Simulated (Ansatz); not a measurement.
BaO: field-gradient calculation

The run: field-gradient calculation of BaO (I4/mmm, 2 atoms in the cell). Method and program: DFT, LDA, PAW with Ansatz's default frozen-core files, scalar-relativistic, no spin polarisation (Ansatz 0.2.0).

The structure derives from an entry of the Crystallography Open Database. It belongs to a series of runs on one base structure; here: zz strain of -1 %, PAW files. Figures and captions count atoms from 1; the log counts them from 0 in places.

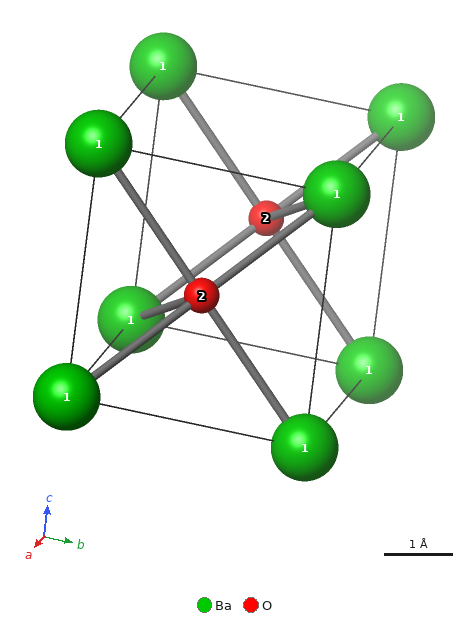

*The structure (ball-and-stick view of the reduced cell, seen slightly off an axis; atoms are numbered from 1 in the order of the input).*

Near neighbours in the crystal (not all of them lie inside the picture): Ba has 6 O at 2.72 to 2.75 Å; O has 6 Ba at 2.72 to 2.75 Å.

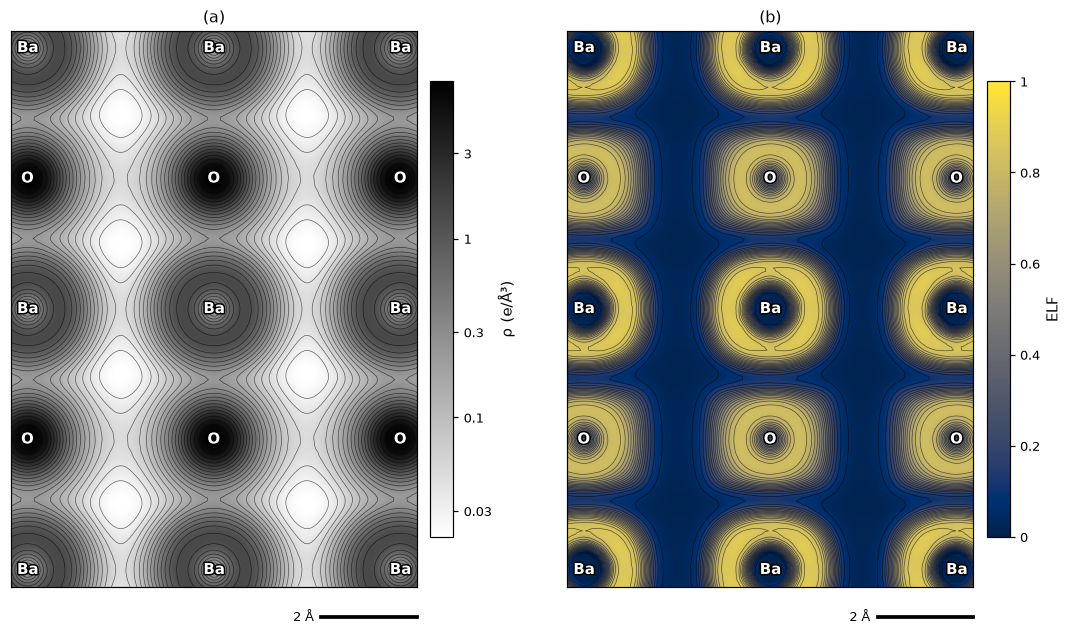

*(a) valence pseudo-density; (b) electron localisation function on the (100) plane of the conventional cell.*

Ba–O (2.72 Å): ρ at the midpoint is about 0.25 e/Å³; the ELF is about 0.15 at the midpoint, which marks ionic bonding with no shared pair. Away from the nuclei the density in this plane falls to 0.02 e/Å³ at its lowest. The strong features right at Ba lie inside the PAW spheres (semicore, d or f shells) and say nothing about bonding. The fields are those of the smooth PAW valence density.

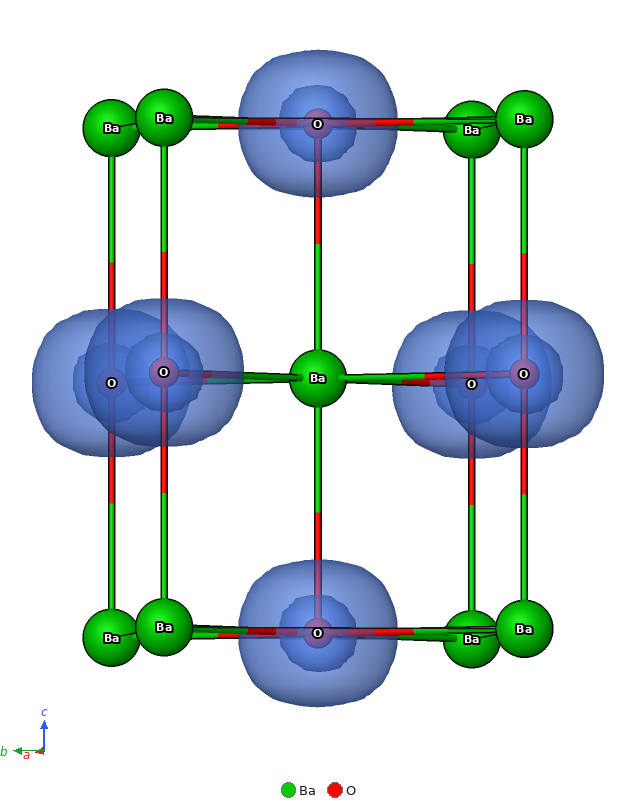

*Isosurface of the electron localisation function at 0.75 (blue), seen at an oblique angle. Only the valence region is drawn (cores and ρ < 0.01 e/Å³ removed). Sticks mark near contacts. The outline is the cell set on symmetry axes.*

Along the contacts the grid gives the following. Ba–O (2.72 Å): the ELF is about 0.15 at the midpoint, as expected for ionic bonding with no shared pair.

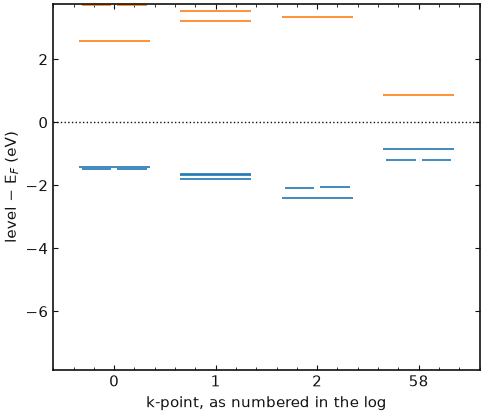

*Kohn–Sham levels near the Fermi level (dotted) at the few k-points that the log prints; levels within 0.02 eV of each other stand side by side.*

Among these points the highest filled and lowest empty levels are 1.72 eV apart, which is the gap on the mesh.

The input and output of the run follow.

### Input file
```yaml
crystal:
  lattice:
    - [0.0, 2.75, 2.7225]
    - [2.75, 0.0, 2.7225]
    - [2.75, 2.75, 0.0]
  atoms:
    - { symbol: Ba, position: [0.0, 0.0, 0.0] }
    - { symbol: O, position: [0.5, 0.5, 0.5] }
kpoints:
  mp_grid: { grid: [8, 8, 8] }
scf:
  occupations: { method: fermi_dirac, width: 0.02 }
hamiltonian:
  xc: lda
  pseudopotentials: { kind: paw }
output:
  forces: true
  stress: true
  eigenvalues: true
  efg: { contact_densities: true }
  write_density: true
  write_potential: true
  elf: true
  volumetric_format: npy
```

Launch command:
```bash
ansatz run input.yaml --threads 1 --pin off --max-ram 3072MiB --backend cpu --events-out ev --progress --plain --runs-dir out
```

### Log
```
Ba: output.efg is read without spin–orbit coupling, which moves field gradients at and beside such atoms by some per cent and up to a factor of two; PAW files take it under magnetization.noncollinear and magnetization.spin_orbit
Engine: ansatz 0.2.0, x86_64-unknown-linux-gnu
Pseudopotentials: kind: paw
Pseudopotential: Ba, paw, valence charge 10, recommended cutoff 420 eV (normal), Ba.paw.azcp
Pseudopotential: O, paw, valence charge 6, recommended cutoff 420 eV (normal), O.paw.azcp
Functional definition: SPW92
  exchange = slater_x
  correlation = pw_c
Crystal: 2 atoms, lattice volume = 41.178 Å³
Basis set: ecut = 420 eV, 845 PW (Γ)
Bands: 12, of which v1, the nominal top of the filled ones, is band 8 counted from 1 (7 counted from 0)
Symmetry: 16 space group operations
Space group: I4/mmm (ITA 139), of the structure as read, at distance tolerance 3.5e-5 Å
k-points: 59 of 512
Non-local potential: Ba, projectors of the file, l = 0: 3, l = 1: 2, l = 2: 2, l = 3: 2
Non-local potential: O, projectors of the file, l = 0: 2, l = 1: 2, l = 2: 1
PAW form: soft (Blöchl's): semilocal exchange-correlation on the pseudo side does not see the compensation charge
PAW frozen core: Ba, regenerated for the run's functional, and the local potential with it (the file was generated under x = pbe(κ = 0.804, μ = 0.2195149727645171), c = pbe(β = 0.06672455060314922))
PAW frozen core: O, regenerated for the run's functional, and the local potential with it (the file was generated under x = pbe(κ = 0.804, μ = 0.2195149727645171), c = pbe(β = 0.06672455060314922))
PAW one-centre angular grid: Ba, 194 points (default); XC on 64 Gauss nodes
PAW one-centre angular grid: O, 110 points (default); XC on 64 Gauss nodes
Initial density: superposition of atomic densities (neutral atoms: chi_scale 0, normalization atom), corrected by the library's trained network
Initial wavefunctions: pseudopotential atomic-orbital guess
Functional: x = slater, c = lda
SCF iter   1: F=—  HF=-6337.614909 eV  |F-HF|=—  |Δ(HF+E_count)|=         —  Δρ=1.45e-2  dr2=9.49e-2  ethr=1.77e-3  ⟨swp⟩=9.1  Hψ=6100  notcnv=0
preconditioner: auto → none  [insulator: Δε(μ)=1.471 eV  Ē_g=13.125 eV  σ=0.020 eV  W_gap=1.00  n_scr=14 (ndim 8)  ℏωp=21.7 eV  f_vac=0.000  D(μ)=0.00/eV (n_scr^D=0)  ε∞_Penn≈3.7]
SCF iter   2: F=—  HF=-6337.594491 eV  |F-HF|=—  |Δ(HF+E_count)|=   2.04e-2  Δρ=2.95e-3  dr2=4.08e-3  ethr=5.93e-4  ⟨swp⟩=2.6  Hψ=1547  notcnv=0
SCF iter   3: F=—  HF=-6337.593715 eV  |F-HF|=—  |Δ(HF+E_count)|=   7.76e-4  Δρ=7.98e-4  dr2=1.05e-4  ethr=2.55e-5  ⟨swp⟩=2.1  Hψ=1093  notcnv=0
SCF iter   4: F=—  HF=-6337.593686 eV  |F-HF|=—  |Δ(HF+E_count)|=   2.86e-5  Δρ=1.53e-4  dr2=8.71e-6  ethr=6.59e-7  ⟨swp⟩=2.0  Hψ=895  notcnv=0
SCF iter   5: F=—  HF=-6337.593684 eV  |F-HF|=—  |Δ(HF+E_count)|=   2.08e-6  Δρ=1.71e-5  dr2=1.05e-7  ethr=5.45e-8  ⟨swp⟩=2.0  Hψ=920  notcnv=0
SCF iter   6: F=-6337.593684 eV  HF=-6337.593684 eV  |F-HF|=1.15e-8  |Δ(HF+E_count)|=   2.28e-8  Δρ=5.55e-6  dr2=1.29e-8  ethr=6.25e-10  ⟨swp⟩=8.6  Hψ=4493  notcnv=0
SCF 1 converged in 6 iterations: F = -6337.593684 eV  dr2 = 1.29e-8
  greatest PAW one-centre occupation: 0.956 electrons in one spin orbital (limit 2), on the Ba atom at site 0 (counted from 0), in its partial waves of l = 0
SCF converged after 6 iterations
Free energy (F): -6337.593684 eV
Harris-Foulkes:  -6337.593684 eV  (|F-HF|=1.15e-8)
Internal energy: -6337.593684 eV  (E = F + TS)
E sigma→0 (E₀):  -6337.593684 eV
Fermi energy:    9.534843 eV
--- Per-component energies (eV) ---
  E_band       = -13.425155
  E_kinetic    = 344.244139
  E_local      = -550.484299  (includes V_loc(G=0)·N_el)
  E_nonlocal   = 110.092486
  E_hartree    = 194.568053
  E_xc         = -241.309383
  E_vxc        = -231.561810  (∫ρ·V_xc dr)
  E_paw        = -5204.368702  (= ΣΔE_a)
  E_vpaw       = -74.851831  (= ΣTr[D̂ρ^β])
  E_aug_tail   = 0.002444  (compensation charges beyond the density's cutoff)
  E_ewald      = -990.717860
  E_core_change = 0.379437  (= ΣΔE_core)
  E_smearing   = -0.000000  (= −TS)
  E_closure    = -0.000000  (closes the sum)
  Σ components = -6337.593684   (vs F -6337.593684, Δ=0.00e0)
--- Forces (eV/Å), atoms counted from 1 ---
  atom   1  Ba     0.00000000     0.00000000    -0.00000000
  atom   2  O      0.00000000     0.00000000     0.00000000
  max |Σ_I F_I| component: 2.68e-29 eV/Å
--- Stress (GPa, compression-positive) ---
       -2.393340       0.000000       0.000000
        0.000000      -2.393340       0.000000
        0.000000       0.000000      -1.529008
  P = ⅓ Tr σ = -2.1052 GPa (-21.052 kbar)
--- PAW observables at the nuclei: V_zz in 10²¹ V/m², potentials from the cell's mean, atoms counted from 1 ---
  atom   1  Ba V_zz =    -1.582243   η = 0.0000   by run symmetry: allowed
            electrostatic potential = -9626.758474 V   contact ρ = 2057499.515843 e/Å³
  atom   2  O  V_zz =    -0.394337   η = 0.0000   by run symmetry: allowed
            electrostatic potential = -627.564186 V   contact ρ = 2126.060096 e/Å³
--- Band table (eV; the first three rows and the last of 59) ---
  k-point 0: bands = ["-17.1225", "-6.1756", "-1.5082", "-1.5050", "-1.5050", "8.0526", "8.0526", "8.1066", "12.1153", "13.2661", "13.2661", "13.3419"]
  k-point 1: bands = ["-17.0807", "-6.3018", "-1.5417", "-1.5271", "-1.5238", "7.7362", "7.8660", "7.8978", "12.7586", "13.0609", "13.5434", "13.5883"]
  k-point 2: bands = ["-16.9768", "-6.6063", "-1.6237", "-1.5793", "-1.5616", "7.1205", "7.4632", "7.4792", "12.8858", "14.3061", "14.3343", "14.3649"]
  k-point 58: bands = ["-16.7357", "-6.3965", "-3.1885", "-2.1900", "-2.1900", "8.3399", "8.3399", "8.6752", "10.3981", "14.7570", "16.9572", "17.7685"]
```

### File v_z.tsv
```
# z_ang	v_es[eV]	v_tot[eV]
# format = ansatz-planar-average/11
# xc	lda
# density_cutoff_ev	1680
# datasets	Ba=:simpson_from_first_knot:soft:shift=-2375417	O=:simpson_from_first_knot:soft:shift=-566719
# lattice	0.000000000	2.750000000	2.722500000
# lattice	2.750000000	0.000000000	2.722500000
# lattice	2.750000000	2.750000000	0.000000000
# sites	2
# site	56	0.000000000	0.000000000	0.000000000
# site	8	2.750000000	2.750000000	2.722500000
0.000000	-4.031359e-1	-1.173844e1
0.144040	-2.229024e-1	-1.151223e1
0.288081	3.035168e-1	-1.085200e1
0.432121	1.166468e0	-9.781261e0
0.576161	2.319744e0	-8.371526e0
0.720201	3.709854e0	-6.712042e0
0.864242	5.229472e0	-4.950714e0
1.008282	6.758089e0	-3.242075e0
1.152322	7.829806e0	-2.068363e0
1.296362	8.212896e0	-1.656345e0
1.440403	8.189535e0	-1.702266e0
1.584443	7.924926e0	-2.013233e0
1.728483	7.576773e0	-2.407394e0
1.872524	7.346650e0	-2.665595e0
2.016564	7.346650e0	-2.665595e0
2.160604	7.576773e0	-2.407394e0
2.304644	7.924926e0	-2.013233e0
2.448685	8.189535e0	-1.702266e0
2.592725	8.212896e0	-1.656345e0
2.736765	7.829806e0	-2.068363e0
2.880805	6.758089e0	-3.242075e0
3.024846	5.229472e0	-4.950714e0
3.168886	3.709854e0	-6.712042e0
3.312926	2.319744e0	-8.371526e0
3.456966	1.166468e0	-9.781261e0
3.601007	3.035168e-1	-1.085200e1
3.745047	-2.229024e-1	-1.151223e1
```

### Results in brief

```tsv
quantity	value
outcome	converged
space group (tolerance 0.01 Å)	I4/mmm (139)
electrons treated	16
free energy	−6337.5937 eV
Fermi energy	9.535 eV
gap on the k-point mesh	1.72 eV
pressure	−2.11 GPa
field gradient V_zz (10²¹ V/m²)	Ba −1.58, O −0.39
largest force (length of the vector)	under 0.001 eV/Å
hardware	1 thread of Intel Xeon (Sapphire Rapids), 64 GiB of memory available, shared host
wall time	4.5 s
peak memory	0.44 GiB
```

### Remarks

Warnings of the run: the field gradients leave out spin–orbit coupling.
